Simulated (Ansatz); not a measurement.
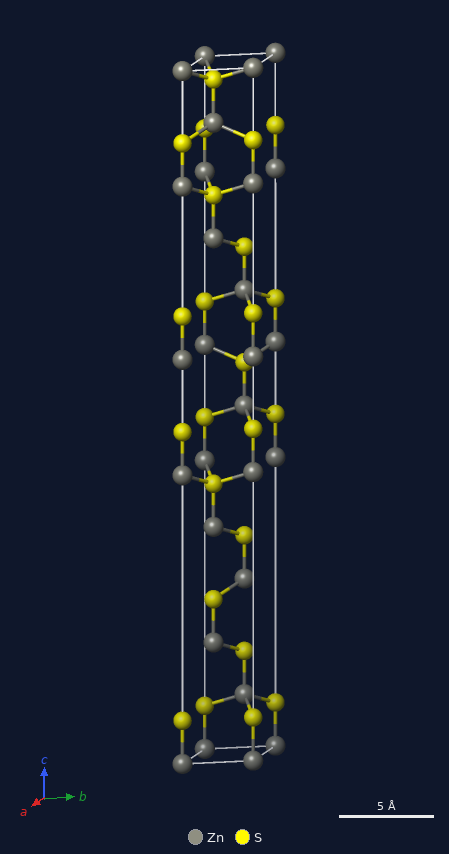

Crystal structure, ball-and-stick style, seen slightly off an axis. The frame is the conventional unit cell; atoms at its boundary are shown with their periodic copies. Cell: a = 3.85 Å, b = 3.85 Å, c = 37.78 Å, α = 90.00°, β = 90.00°, γ = 120.00°.

Origin of the cell: a structure listed in the Materials Project. Earlier steps of the study may have refined or changed the cell and positions. It was the input of a calculation with Ansatz.

Describe the arrangement of the atoms.

The solid is ZnS. It belongs to space group R3m (No. 160) and has a rhombohedral (trigonal R) lattice. With Z = 12, the cell contains 12 Zn, 12 S. The neighbours of Zn are four S in a tetrahedral arrangement at about 2.4 Å. About every S there are four Zn in a tetrahedral arrangement at about 2.4 Å. The bonds build a three-dimensional framework.

Electronic-structure method: DFT PBE, scalar-relativistic, plane waves, PAW (Ansatz 0.2.0). Parameters: a cutoff energy of 420 eV, k-points about 0.16 Å⁻¹ apart, Gaussian smearing of 0.02 eV, no spin polarisation.

What is the electronic character?

A semiconductor at this level, with a gap of 2.04 eV, direct.

State the Bader charges by element.

Zn +0.89 e; S -0.89 e.

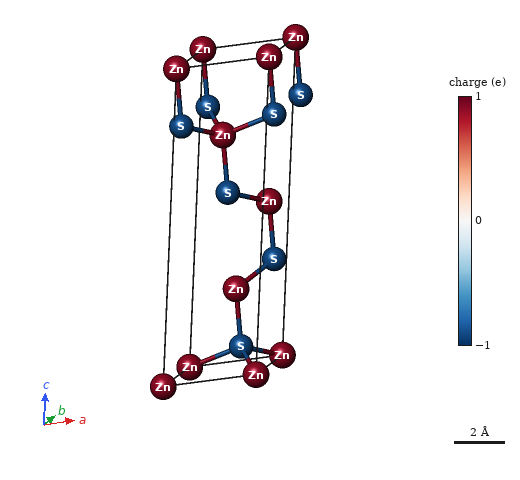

The atoms coloured by those charges. The run's cell of 8 atoms is drawn in a reduced setting, so axes and origin can differ from the first picture.

Are forces and stress small enough to call this relaxed?

Yes. All forces vanish to within 0.01 eV/Å. The pressure is 0.0 GPa, close to zero.
